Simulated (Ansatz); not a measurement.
## Dielectric response of ZnS (10-10) films

Wanted: ε of wurtzite ZnS (10-10) by finite fields on slabs, and the band edges against the vacuum where run.

Main program and level: Ansatz 0.2.0; plane-wave DFT, PBE, Ansatz PAW, in the first sound run; inputs show where later runs differ.

## 1. Starting point

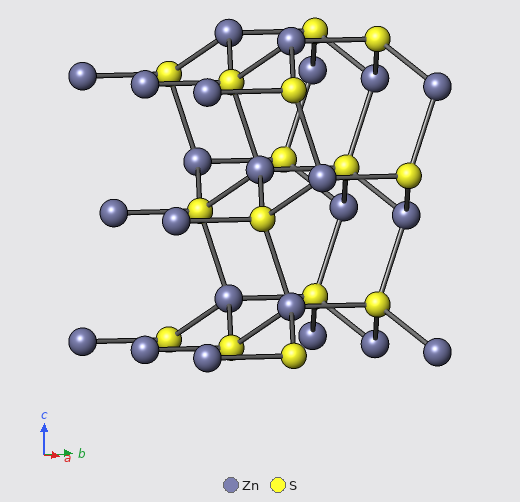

The cell as given, from the side, with the c axis up (zinc blue, sulfur yellow). 2×1×1 cells are drawn. Some periodic images of atoms are drawn too.

The cell holds 12 atoms: 6 Zn and 6 S. Cell: a = 3.820 Å, b = 6.260 Å, c = 25.719 Å, α = 90.0°, β = 90.0°, γ = 90.0°. It derives from ZnS (wurtzite ZnS). Vacuum lies along c.

## 2. Relaxation, 12 atoms, units 3

The structure is relaxed first, because levels and dipoles at a surface follow the positions of the outer atoms.

input.yaml

```yaml
crystal:
  lattice:
    - [3.82, 0.0, 0.0]
    - [0.0, 6.26, 0.0]
    - [0.0, 0.0, 25.7191730991]
  atoms:
    - { symbol: Zn, position: [0.0, 0.0, 0.3499334899] }
    - { symbol: S, position: [0.0, 0.375, 0.3499334899] }
    - { symbol: Zn, position: [0.5, 0.5, 0.3928096356] }
    - { symbol: S, position: [0.5, 0.875, 0.3928096356] }
    - { symbol: Zn, position: [0.5, 0.0, 0.4785619271] }
    - { symbol: S, position: [0.5, 0.375, 0.4785619271] }
    - { symbol: Zn, position: [0.0, 0.5, 0.5214380729] }
    - { symbol: S, position: [0.0, 0.875, 0.5214380729] }
    - { symbol: Zn, position: [0.0, 0.0, 0.6071903644] }
    - { symbol: S, position: [0.0, 0.375, 0.6071903644] }
    - { symbol: Zn, position: [0.5, 0.5, 0.6500665101] }
    - { symbol: S, position: [0.5, 0.875, 0.6500665101] }
kpoints:
  mp_grid: { grid: [8, 4, 1] }
hamiltonian:
  xc: pbe
scf:
  occupations: { method: fixed }
  convergence: { dr2_threshold: 1.0e-09 }
efield:
  axis: 3
  dipole_correction: true
  ramp_position: 0.97
  ramp_width: 0.06
relax:
  f_tol: 0.003
  max_steps: 100
output:
  write_potential: true
  write_density: true
  volumetric_format: npy
```

Run with:

```console
ansatz run input.yaml --threads 4 --pin off --max-ram 8192MiB --backend cpu --events-out ev --progress --plain --runs-dir out
```

Numbers of over 12 decimals in the logs are rounded to 6 here.

The log of the run:

```text
Engine: ansatz 0.2.0, aarch64-unknown-linux-gnu
Pseudopotentials: kind: paw
Pseudopotential: Zn, paw, valence charge 12, recommended cutoff 420 eV (normal), Zn.paw.azcp
Pseudopotential: S, paw, valence charge 6, recommended cutoff 420 eV (normal), S.paw.azcp
Functional definition: PBE
  parameter kappa = 0.804
  parameter beta = 0.066725
  exchange = pbe_x(kappa = kappa, mu = beta*pi^2/3)
  correlation = pbe_c(beta = beta)
Crystal: 12 atoms, lattice volume = 615.028 Å³
Basis set: ecut = 420 eV, 12077 PW (Γ), exchange–correlation on 54×90×360 points (8 copies of the dense FFT grid, shifted against one another)
Bands: 66, of which v1, the nominal top of the filled ones, is band 54 counted from 1 (53 counted from 0)
Symmetry: 2 space group operations
k-points: 15 of 32 (time reversal used)
Non-local potential: Zn, projectors of the file, l = 0: 2, l = 1: 2, l = 2: 3, l = 3: 1
Non-local potential: S, projectors of the file, l = 0: 2, l = 1: 2, l = 2: 2
PAW form: soft (Blöchl's): semilocal exchange-correlation on the pseudo side does not see the compensation charge
PAW one-centre angular grid: Zn, 590 points (default); XC on 64 Gauss nodes
PAW one-centre angular grid: S, 110 points (default); XC on 64 Gauss nodes
Initial density: superposition of atomic densities (neutral atoms: chi_scale 0, normalization atom), corrected by the library's trained network
Initial wavefunctions: pseudopotential atomic-orbital guess
Functional: x = pbe(κ = 0.804, μ = 0.219515), c = pbe(β = 0.066725)
SCF iter   1: F=—  HF=-25334.196745 eV  |F-HF|=—  |Δ(HF+E_count)|=         —  Δρ=7.72e-4  dr2=1.25e-2  ethr=1.77e-3  p=0.000 e·Å  D=2.04e-14 V/Å  ΔV_dip=-0.00 eV  dr2_dipole=7.65e-9  V_vac-E_F(+/−)=5.12/5.12 eV  ⟨swp⟩=5.3  Hψ=3777  notcnv=0  defer=150
efield: sawtooth ramp at fractional position 0.9700 (set: `efield.ramp_position`, or a place that a band, a saddle search or an elastic batch's reference lends), width 0.0600; the density the first Hamiltonian is built on has a dipole p = 0.000 e·Å; the dipole correction subtracts the counter field D = 2.04e-14 V/Å, which shifts the + side's vacuum level by -0.00 eV against the − side's; the planar-averaged density in the ramp window peaks in size at 5.5e-6 e/Å³
preconditioner: auto → Resta (q_TF=auto, 2.042 Å⁻¹)  ε∞=3.3  [insulator: Δε(μ)=1.293 eV  Ē_g=10.236 eV  n_scr=90 (ndim 8)  ℏωp=15.6 eV  f_vac=0.579  ε∞_Penn≈3.3  vacuum switching on, ρ_ref=7.6e-3 e/Å³]
SCF iter   2: F=—  HF=-25334.196790 eV  |F-HF|=—  |Δ(HF+E_count)|=   4.51e-5  Δρ=3.71e-4  dr2=9.19e-4  ethr=1.16e-5  p=-0.000 e·Å  D=-1.16e-5 V/Å  ΔV_dip=0.00 eV  dr2_dipole=8.36e-9  V_vac-E_F(+/−)=5.17/5.17 eV  ⟨swp⟩=3.2  Hψ=1921  notcnv=0  defer=150
density mixer auto → msr1: gapped (density of states about μ 0.06 of a free-electron gas's, 90 screened modes)
SCF iter   3: F=—  HF=-25334.197018 eV  |F-HF|=—  |Δ(HF+E_count)|=   2.28e-4  Δρ=1.93e-4  dr2=2.21e-4  ethr=8.51e-7  p=0.000 e·Å  D=2.02e-6 V/Å  ΔV_dip=-0.00 eV  dr2_dipole=7.01e-10  V_vac-E_F(+/−)=5.17/5.17 eV  ⟨swp⟩=2.0  Hψ=1714  notcnv=0  defer=150
SCF iter   4: F=—  HF=-25334.197156 eV  |F-HF|=—  |Δ(HF+E_count)|=   1.38e-4  Δρ=8.94e-5  dr2=4.26e-5  ethr=2.05e-7  p=-0.000 e·Å  D=-1.56e-7 V/Å  ΔV_dip=0.00 eV  dr2_dipole=2.84e-12  V_vac-E_F(+/−)=5.18/5.18 eV  ⟨swp⟩=2.0  Hψ=1686  notcnv=0  defer=150
SCF iter   5: F=—  HF=-25334.197179 eV  |F-HF|=—  |Δ(HF+E_count)|=   2.24e-5  Δρ=2.74e-5  dr2=5.28e-6  ethr=3.94e-8  p=-0.000 e·Å  D=-8.18e-7 V/Å  ΔV_dip=0.00 eV  dr2_dipole=2.87e-11  V_vac-E_F(+/−)=5.18/5.18 eV  ⟨swp⟩=2.0  Hψ=1631  notcnv=0  defer=150
SCF iter   6: F=—  HF=-25334.197032 eV  |F-HF|=—  |Δ(HF+E_count)|=   1.47e-4  Δρ=9.64e-6  dr2=6.21e-7  ethr=4.89e-9  p=0.000 e·Å  D=5.72e-7 V/Å  ΔV_dip=-0.00 eV  dr2_dipole=3.44e-11  V_vac-E_F(+/−)=5.18/5.18 eV  ⟨swp⟩=2.0  Hψ=1792  notcnv=0  defer=146
SCF iter   7: F=—  HF=-25334.197033 eV  |F-HF|=—  |Δ(HF+E_count)|=   8.26e-7  Δρ=7.15e-6  dr2=2.20e-7  ethr=5.75e-10  p=-0.000 e·Å  D=-3.91e-7 V/Å  ΔV_dip=0.00 eV  dr2_dipole=1.21e-11  V_vac-E_F(+/−)=5.18/5.18 eV  ⟨swp⟩=2.0  Hψ=1680  notcnv=0  defer=146
SCF iter   8: F=—  HF=-25334.197033 eV  |F-HF|=—  |Δ(HF+E_count)|=   1.26e-8  Δρ=2.00e-6  dr2=2.10e-8  ethr=2.04e-10  p=-0.000 e·Å  D=-9.91e-8 V/Å  ΔV_dip=0.00 eV  dr2_dipole=6.50e-13  V_vac-E_F(+/−)=5.18/5.18 eV  ⟨swp⟩=2.0  Hψ=1631  notcnv=0  defer=146
SCF iter   9: F=—  HF=-25334.197033 eV  |F-HF|=—  |Δ(HF+E_count)|=   3.05e-8  Δρ=6.84e-7  dr2=2.90e-9  ethr=1.94e-11  p=0.000 e·Å  D=1.20e-7 V/Å  ΔV_dip=-0.00 eV  dr2_dipole=1.24e-12  V_vac-E_F(+/−)=5.18/5.18 eV  ⟨swp⟩=2.0  Hψ=1704  notcnv=0  defer=146
SCF iter  10: F=-25334.197033 eV  HF=-25334.197033 eV  |F-HF|=2.11e-10  |Δ(HF+E_count)|=   7.21e-9  Δρ=2.91e-7  dr2=3.60e-10  ethr=1.00e-12  p=-0.000 e·Å  D=-1.15e-7 V/Å  ΔV_dip=0.00 eV  dr2_dipole=1.14e-12  V_vac-E_F(+/−)=5.18/5.18 eV  ⟨swp⟩=8.0  Hψ=6295  notcnv=0
SCF 1 converged in 10 iterations: F = -25334.197033 eV  dr2 = 3.60e-10
  greatest PAW one-centre occupation: 0.985 electrons in one spin orbital (limit 2), on the Zn atom at site 0 (counted from 0), in its partial waves of l = 2
relax step   1: F+E_penalty+E_count = -25334.19703271 eV  Δ(F+E_penalty+E_count) = +0.000e0 eV  max|allowed force component| = 1.153e0 eV/Å  Δτ_max = 0.0000 Å  (10 SCF iters, accepted)
Initial density: handed on by an earlier stage of this run
Initial wavefunctions: those handed on with the density
iter 1 solved again at ethr=1.36e-4 eV; its pass at ethr=3.10e-3 eV (dr2=1.47e-1 eV) is discarded
SCF iter   1: F=—  HF=-25334.887411 eV  |F-HF|=—  |Δ(HF+E_count)|=         —  Δρ=4.08e-3  dr2=1.46e-1  ethr=1.36e-4  p=-0.000 e·Å  D=-1.15e-7 V/Å  ΔV_dip=0.00 eV  dr2_dipole=4.53e-13  V_vac-E_F(+/−)=5.20/5.20 eV  ⟨swp⟩=1.2  Hψ=4231  notcnv=0  defer=148
efield: sawtooth ramp at fractional position 0.9700 (set: `efield.ramp_position`, or a place that a band, a saddle search or an elastic batch's reference lends), width 0.0600; the density the first Hamiltonian is built on has a dipole p = -0.000 e·Å; the dipole correction subtracts the counter field D = -1.15e-7 V/Å, which shifts the + side's vacuum level by +0.00 eV against the − side's; the planar-averaged density in the ramp window peaks in size at 5.3e-7 e/Å³
preconditioner: auto → Resta (q_TF=auto, 2.042 Å⁻¹)  ε∞=3.3  [insulator: Δε(μ)=1.720 eV  Ē_g=10.200 eV  n_scr=90 (ndim 8)  ℏωp=15.6 eV  f_vac=0.584  ε∞_Penn≈3.3  vacuum switching on, ρ_ref=7.5e-3 e/Å³]
[...]
SCF 3 converged in 11 iterations: F = -25335.166406 eV  dr2 = 1.58e-10
  greatest PAW one-centre occupation: 0.985 electrons in one spin orbital (limit 2), on the Zn atom at site 10 (counted from 0), in its partial waves of l = 2
relax step   3: F+E_penalty+E_count = -25335.16640568 eV  Δ(F+E_penalty+E_count) = -3.092e-1 eV  max|allowed force component| = 3.138e-1 eV/Å  Δτ_max = 0.1949 Å  (11 SCF iters, accepted)
[...]
relax step   4: F+E_penalty+E_count = -25335.22589349 eV  Δ(F+E_penalty+E_count) = -5.949e-2 eV  max|allowed force component| = 8.014e-2 eV/Å  Δτ_max = 0.1515 Å  (10 SCF iters, accepted)
[...]
relax step   5: F+E_penalty+E_count = -25335.23108417 eV  Δ(F+E_penalty+E_count) = -5.191e-3 eV  max|allowed force component| = 3.373e-2 eV/Å  Δτ_max = 0.0510 Å  (9 SCF iters, accepted)
[...]
relax step   6: F+E_penalty+E_count = -25335.23266719 eV  Δ(F+E_penalty+E_count) = -1.583e-3 eV  max|allowed force component| = 1.894e-2 eV/Å  Δτ_max = 0.0186 Å  (8 SCF iters, accepted)
[...]
relax step   7: F+E_penalty+E_count = -25335.23286658 eV  Δ(F+E_penalty+E_count) = -1.994e-4 eV  max|allowed force component| = 6.559e-3 eV/Å  Δτ_max = 0.0049 Å  (7 SCF iters, accepted)
SCF iter   1: F=—  HF=-25335.233037 eV  |F-HF|=—  |Δ(HF+E_count)|=         —  Δρ=2.57e-5  dr2=5.26e-6  ethr=3.77e-8  p=-0.000 e·Å  D=-2.66e-9 V/Å  ΔV_dip=0.00 eV  dr2_dipole=1.39e-16  V_vac-E_F(+/−)=5.97/5.97 eV  ⟨swp⟩=2.1  Hψ=2072  notcnv=0  defer=150
efield: sawtooth ramp at fractional position 0.9700 (set: `efield.ramp_position`, or a place that a band, a saddle search or an elastic batch's reference lends), width 0.0600; the density the first Hamiltonian is built on has a dipole p = -0.000 e·Å; the dipole correction subtracts the counter field D = -2.66e-9 V/Å, which shifts the + side's vacuum level by +0.00 eV against the − side's; the planar-averaged density in the ramp window peaks in size at 2.6e-6 e/Å³
SCF iter   2: F=—  HF=-25335.232878 eV  |F-HF|=—  |Δ(HF+E_count)|=   1.59e-4  Δρ=1.38e-5  dr2=1.13e-6  ethr=4.87e-9  p=0.000 e·Å  D=1.74e-9 V/Å  ΔV_dip=-0.00 eV  dr2_dipole=1.02e-15  V_vac-E_F(+/−)=5.97/5.97 eV  ⟨swp⟩=2.0  Hψ=1290  notcnv=0  defer=73  κ⁻¹=1.0e0(r=1)
density mixer auto → broyden: gapped, where msr1 would fit the directions that read negative (density of states about μ 0.01 of a free-electron gas's, 90 screened modes)
SCF iter   3: F=—  HF=-25335.232878 eV  |F-HF|=—  |Δ(HF+E_count)|=   2.17e-7  Δρ=4.88e-6  dr2=1.62e-7  ethr=1.05e-9  p=0.000 e·Å  D=9.89e-10 V/Å  ΔV_dip=-0.00 eV  dr2_dipole=9.82e-17  V_vac-E_F(+/−)=5.97/5.97 eV  ⟨swp⟩=2.7  Hψ=1625  notcnv=0  defer=73  κ⁻¹=8.3e-2(r=2)
SCF iter   4: F=—  HF=-25335.232878 eV  |F-HF|=—  |Δ(HF+E_count)|=   2.72e-9  Δρ=1.32e-6  dr2=1.07e-8  ethr=1.50e-10  p=0.000 e·Å  D=4.53e-9 V/Å  ΔV_dip=-0.00 eV  dr2_dipole=3.58e-16  V_vac-E_F(+/−)=5.97/5.97 eV  ⟨swp⟩=2.3  Hψ=1705  notcnv=0  defer=73  κ⁻¹=9.1e-3(r=3)
SCF iter   5: F=—  HF=-25335.232878 eV  |F-HF|=—  |Δ(HF+E_count)|=   8.07e-9  Δρ=6.53e-7  dr2=1.91e-9  ethr=9.95e-12  p=0.000 e·Å  D=1.75e-9 V/Å  ΔV_dip=-0.00 eV  dr2_dipole=1.24e-17  V_vac-E_F(+/−)=5.97/5.97 eV  ⟨swp⟩=2.0  Hψ=1630  notcnv=0  defer=73  κ⁻¹=2.4e-3(r=4)
SCF iter   6: F=-25335.232878 eV  HF=-25335.232878 eV  |F-HF|=5.60e-10  |Δ(HF+E_count)|=   2.48e-9  Δρ=2.99e-7  dr2=4.37e-10  ethr=1.00e-12  p=0.000 e·Å  D=1.60e-9 V/Å  ΔV_dip=-0.00 eV  dr2_dipole=3.29e-17  V_vac-E_F(+/−)=5.97/5.97 eV  ⟨swp⟩=7.3  Hψ=5910  notcnv=0
SCF 8 converged in 6 iterations: F = -25335.232878 eV  dr2 = 4.37e-10
relax step   8: F+E_penalty+E_count = -25335.23287808 eV  Δ(F+E_penalty+E_count) = -1.150e-5 eV  max|allowed force component| = 9.783e-4 eV/Å  Δτ_max = 0.0011 Å  (6 SCF iters, accepted)
NSCF: frozen V_eff on 15 k-points
the band table was solved once a step of the walk had ended and its energy, with any forces and stress, was formed, with the checks that follow a solve (5502 applications of the Hamiltonian). They found nothing against the state; the energy, forces and stress were not computed again (output.eigenvalues in the input reference)
SCF converged after 6 iterations
Stability not checked: this state was not tested for a lower state beside it, because the mixer in use, unlike msr1, does not test its closes by its own steps (another_mixer; see scf.mixing.algorithm and scf.lower_state_search)
Free energy (F): -25335.232878 eV
Harris-Foulkes:  -25335.232878 eV  (|F-HF|=5.60e-10)
Internal energy: -25335.232878 eV  (E = F + TS)
E sigma→0 (E₀):  -25335.232878 eV
Fermi energy:    -1.422256 eV
Dipole field:    D = -0.000000 V/Å  (p = -0.000000 e·Å, saw-weighted, corrected)
Work function:   Φ+ = 5.9726 eV   Φ− = 5.9726 eV
Levels:          The Fermi level and band energies are counted from a zero that moves with the ramp; work functions are not
--- Per-component energies (eV) ---
  E_band       = -745.550360
  E_kinetic    = 1424.893279
  E_local      = -88176.972376  (includes V_loc(G=0)·N_el)
  E_nonlocal   = 3856.407354
  E_hartree    = 42698.512094
  E_xc         = -1403.714915
  E_vxc        = -833.433915  (∫ρ·V_xc dr)
  E_paw        = -14570.671086  (= ΣΔE_a)
  E_vpaw       = -2413.465806  (= ΣTr[D̂ρ^β])
  E_aug_tail   = -0.002151  (compensation charges beyond the density's cutoff)
  E_efield     = 0.000000  (sawtooth field / dipole correction)
  E_vefield    = 0.000000  (∫n·V_field dr)
  E_ewald      = 30836.314923
  E_smearing   = -0.000000  (= −TS)
  E_closure    = -0.000000  (closes the sum)
  Σ components = -25335.232878   (vs F -25335.232878, Δ=0.00e0)
--- Forces (eV/Å), atoms counted from 1 ---
  atom   1  Zn    -0.00000000    -0.00081070     0.00017350
  atom   2  S      0.00000000     0.00009919    -0.00048960
  atom   3  Zn    -0.00000000     0.00097793     0.00079385
  atom   4  S      0.00000000    -0.00021792     0.00011917
  atom   5  Zn    -0.00000000    -0.00002975    -0.00032719
  atom   6  S      0.00000000    -0.00002111    -0.00081545
  atom   7  Zn    -0.00000000    -0.00002974     0.00032720
  atom   8  S      0.00000000    -0.00002109     0.00081544
  atom   9  Zn    -0.00000000     0.00097795    -0.00079389
  atom  10  S      0.00000000    -0.00021791    -0.00011915
  atom  11  Zn    -0.00000000    -0.00081073    -0.00017353
  atom  12  S      0.00000000     0.00009917     0.00048961
  max |Σ_I F_I| component: 4.72e-6 eV/Å
--- Band table (eV; the first three rows and the last of 15) ---
  k-point 0: bands = [... 50 lower, -1.9742, -1.7243, -1.6114, -1.4223, 0.8272, 1.4975, 2.0120, 2.3637, ... 8 higher]
  k-point 1: bands = [... 50 lower, -1.9751, -1.9136, -1.7850, -1.5817, 1.5120, 1.7059, 2.0219, 2.0867, ... 8 higher]
  k-point 2: bands = [... 50 lower, -1.9879, -1.9879, -1.8864, -1.8864, 1.9007, 1.9007, 2.1223, 2.1223, ... 8 higher]
  k-point 14: bands = [... 50 lower, -2.8715, -2.8715, -2.5891, -2.5891, 2.0399, 2.0399, 2.4624, 2.4624, ... 8 higher]
--- Relaxed structure (8 steps of the walk, 8 accepted, 0 SCFs on fresh bases) ---
  F+E_penalty+E_count = -25335.23287808 eV   max|allowed force component| = 9.783e-4 eV/Å
  atoms:
    - { symbol: Zn, position: [1.3892598769714805e-17, 0.043701, 0.368519] }
    - { symbol: S, position: [-6.6949937187669705e-18, 0.379734, 0.340977] }
    - { symbol: Zn, position: [0.5, 0.481553, 0.385911] }
    - { symbol: S, position: [0.5, 0.865123, 0.393210] }
    - { symbol: Zn, position: [0.5, -0.010718, 0.481468] }
    - { symbol: S, position: [0.5, 0.365607, 0.475606] }
    - { symbol: Zn, position: [-2.1719599812597047e-18, 0.489282, 0.518532] }
    - { symbol: S, position: [2.2094359107366736e-18, 0.865607, 0.524394] }
    - { symbol: Zn, position: [5.1567331516261116e-18, -0.018447, 0.614089] }
    - { symbol: S, position: [-2.9922155463950956e-19, 0.365123, 0.606790] }
    - { symbol: Zn, position: [0.5, 0.543701, 0.631481] }
    - { symbol: S, position: [0.5, 0.879734, 0.659023] }
```

Wall time 2 min (4 threads of Arm Neoverse V2, shared host); peak memory 1.3 GiB.

The steps of the relaxation:

```csv
step,energy less that of the first step (eV),largest force component (eV/Å)
1,0.0000,1.1530
2,-0.6601,0.7133
3,-0.9694,0.3138
4,-1.0289,0.0801
5,-1.0341,0.0337
6,-1.0356,0.0189
7,-1.0358,0.0066
8,-1.0358,0.0010
```

The run keeps the 2 symmetry operations that it works with, so distortions that break them were not tested.

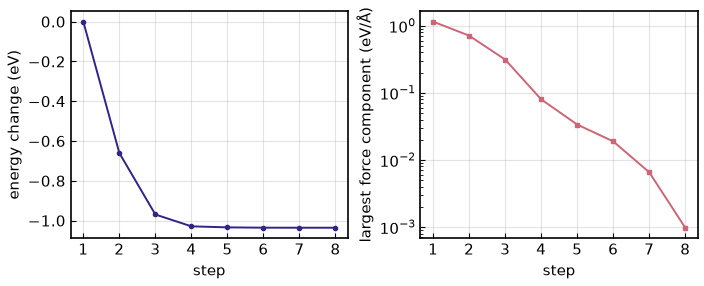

Energy and largest force along the relaxation.

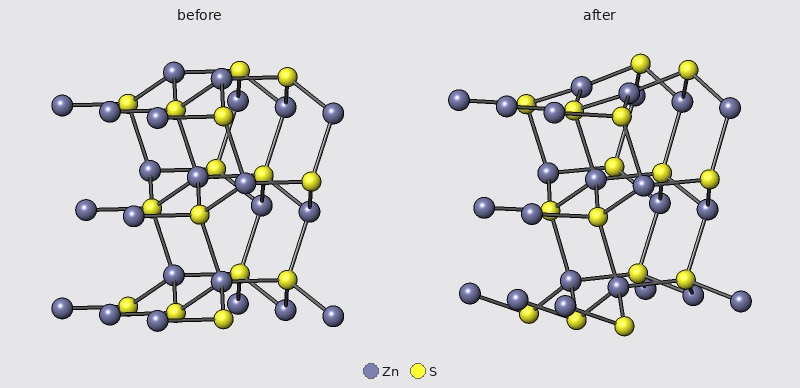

The structure before and after the relaxation, drawn at the same scale.

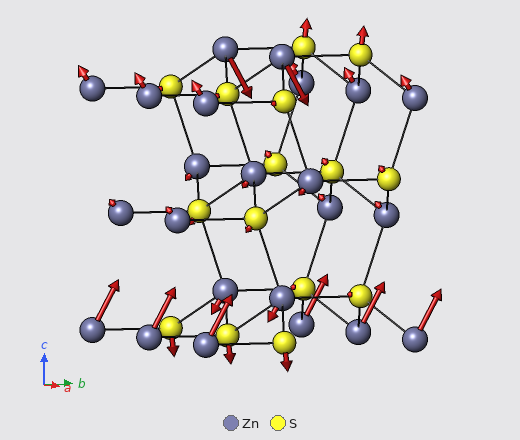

Displacements in the relaxation, exaggerated; the longest in the cell stands for 0.55 Å. 2×1×1 cells are drawn. Some periodic images of atoms are drawn too.

The atoms that moved most (Å):

```csv
atom,dx,dy,dz,length
Zn11,0.000,0.274,-0.478,0.551
Zn1,0.000,0.274,0.478,0.551
S12,0.000,0.030,0.230,0.232
S2,0.000,0.030,-0.230,0.232
Zn3,0.000,-0.115,-0.177,0.212
Zn9,0.000,-0.115,0.177,0.212
Zn5,0.000,-0.067,0.075,0.100
Zn7,0.000,-0.067,-0.075,0.100
```

Numbers from this step:

```
gap on the k-mesh             : 2.250 eV
dipole along the normal       : -9.51e-9 e·Å
ionisation energy, upper face : 5.973 eV
electron affinity, upper face : 3.723 eV
```

Running mean over 3.308 Å of the planar mean; the ramp of the sawtooth is left out. Electron's electrostatic potential energy less the highest filled level against z:

```csv
z (Å),electron's electrostatic potential energy less the highest filled level (eV)
4,5.97
5,5.97
6,5.90
7,4.86
8,1.66
9,-1.75
10,-2.39
11,-2.80
12,-2.37
13,-2.45
14,-2.46
15,-2.76
16,-2.33
17,-1.08
18,2.76
19,5.36
20,5.94
21,5.97
22,5.97
```

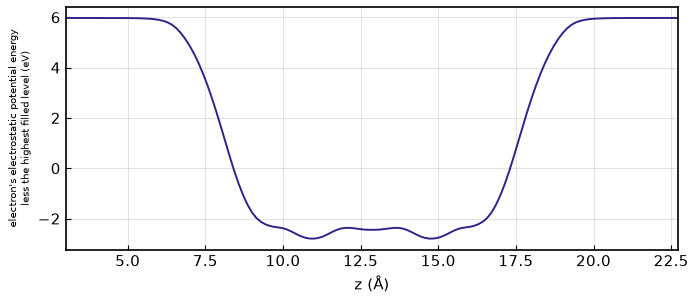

Electron's electrostatic potential energy less the highest filled level against z.

The relaxation took 8 steps and lowered the energy by 1.0 eV; the largest force on the free atoms ends at 9.8e-4 eV/Å.

The gap is 2.25 eV, with the valence edge 5.97 eV and the conduction edge 3.72 eV under the upper vacuum level.

[end of part 1 of 5]

[Logs are printed without paths, hosts, clocks, repeated set-up lines and the standing remarks that a program may print on its own settings, such as how far it seeks lower states.]

[Hosts, paths, dates, database ids (printed as entryN), source tags and the programs' standing remarks are cut or masked in the printed files.]

[Maps of the electrostatic potential energy from Ansatz leave out the sawtooth potential of an applied field or a dipole correction, so their vacuum need not be flat; planar profiles and work functions include it.]
